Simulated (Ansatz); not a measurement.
**MgS: density, localisation and related maps**

The calculation's input:

```
crystal:
  lattice:
    - [-0.0983390638, 2.8174640826, 2.8174640826]
    - [2.8174640826, -0.0983390638, 2.8174640826]
    - [2.8174640826, 2.8174640826, -0.0983390638]
  atoms:
    - { symbol: Mg, position: [-0.0031660414, -0.0031660414, -0.0031660414] }
    - { symbol: S, position: [0.2531660414, 0.2531660414, 0.2531660414] }
kpoints:
  mp_grid: { grid: [8, 8, 8] }
  band_path:
    path:
      - [0.0, 0.0, 0.0]
      - [-0.5, -0.5, 0.0]
      - [-0.375, -0.375, 0.25]
      - [-0.375, 0.0, 0.375]
      - [0.0, 0.0, 0.5]
      - [-0.5, -0.25, 0.25]
    npoints: 1
hamiltonian:
  xc: r2scan
scf:
  occupations: { method: fixed }
  n_extra_bands: 4
output:
  forces: true
  stress: true
  eigenvalues: true
  write_density: true
  write_potential: true
  elf: true
  volumetric_format: npy
```

Command:

```sh
ansatz run input.yaml --threads 2 --pin off --max-ram 20275MiB --backend cpu --events-out ev --progress --plain --runs-dir out
```

Below, planes, directions and counts refer to the conventional cell (a = 4.12 Å, b = 4.12 Å, c = 9.59 Å, α = 90.00°, β = 90.00°, γ = 120.00°).

Space group R3m; started from the zincblende prototype, which need not be the ambient phase; changed on purpose from its base cell (epitaxial 111 strain +3.0%); computed pressure about −2 GPa in this cell.

These are results of DFT, r2SCAN, plane waves, PAW (Ansatz), not measurements.

In a PAW calculation such maps are meaningful between the atoms, not at the nuclei.

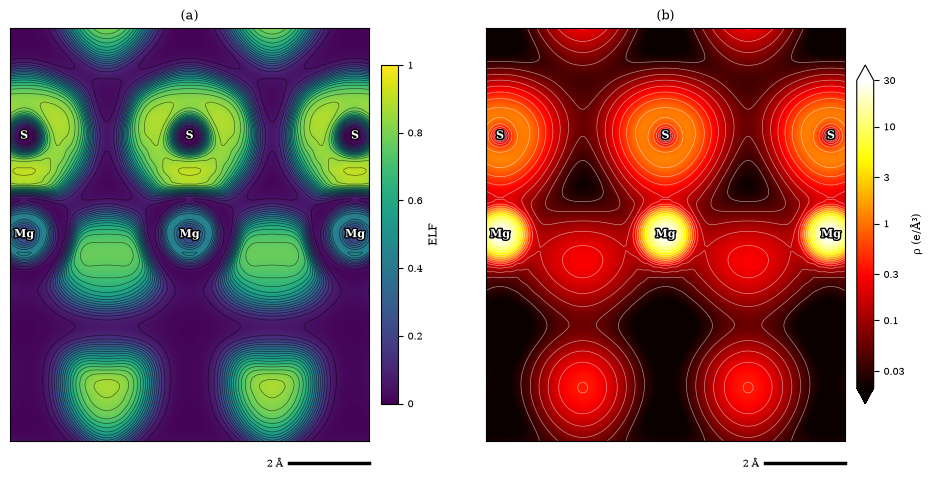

Figure 1. (a) ELF; (b) valence pseudo-density on the (100) plane of the conventional cell.

Interpret the plot.

Answer. The plane passes through Mg and S nuclei.
Mg–S (2.46 Å): the density is about 0.37 e/Å³ at the midpoint; the ELF peaks at about 0.90 in the valence shell of S, 0.9 Å from its nucleus, and falls to about 0.05 next to Mg: a largely ionic contact.
Between the atoms the lowest density in this plane is 0.01 e/Å³.

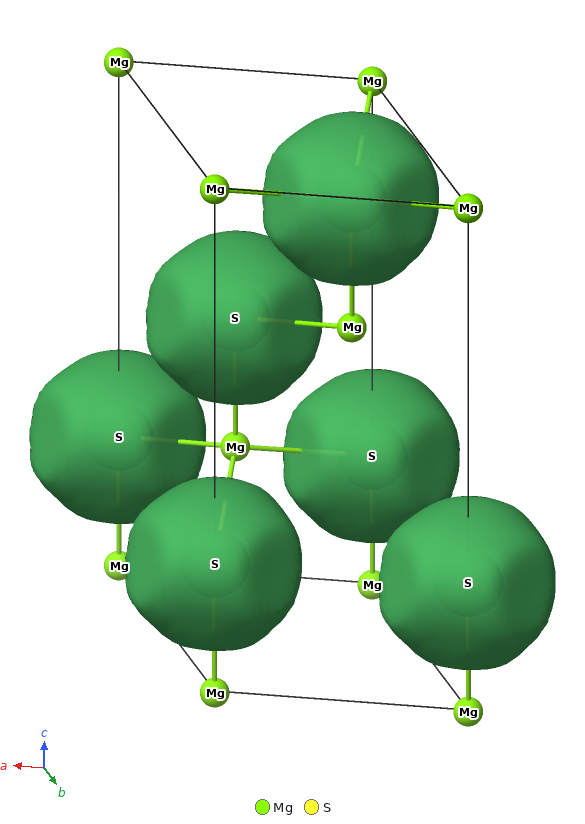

Figure 2. Isosurface of the electron localisation function at 0.7 (green), seen at an oblique angle. Only the valence region is drawn (cores and ρ < 0.01 e/Å³ removed). Sticks mark near contacts.

Identify the bonds, lone pairs and shells in this picture.

Answer. At this value the surface marks out three regions wrapped around S (the valence shell of each), counted in one cell of 6 atoms. Any copies at cell faces, edges or corners count once.

Does the calculation give a band gap?

Answer. It is gapped, with a Kohn–Sham gap of 3.7 eV on the k-point mesh (the band edges may lie off the mesh, which would make the gap smaller).
